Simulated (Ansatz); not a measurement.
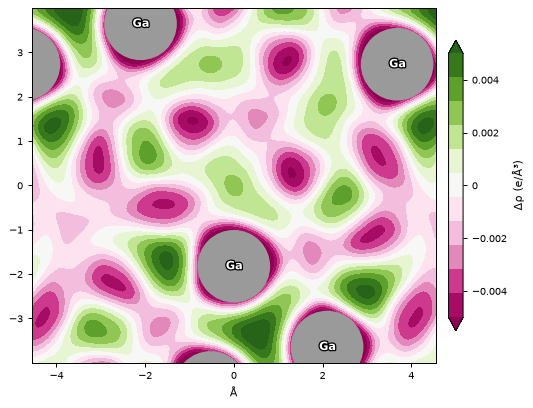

Ga: difference of two self-consistent densities at the same geometry, ρ(r2SCAN) − ρ(PBE), on the (111) plane of the conventional cell. Grey discs cover the cores, where the PAW densities can't be compared. Cores are masked to 0.8 Å (Ga).

Space group I-43d.

Both runs: Ansatz, scalar-relativistic, plane waves and PAW, same cutoff, k-points and PAW files (made with PBE).

### How does the change of level move the electrons?

Against PBE, and outside the masked cores, the largest gain, 0.006 e/Å³, lies 1.6 Å from a gallium nucleus, and the largest loss lies at the edge of the masked core of Ga. At this volume the pressure is 4 GPa with PBE and 1 GPa with r2SCAN.

Run times: 52 s (r2SCAN) and 43 s (base cell), on 2 threads of Arm Neoverse N1, with other jobs on the host.
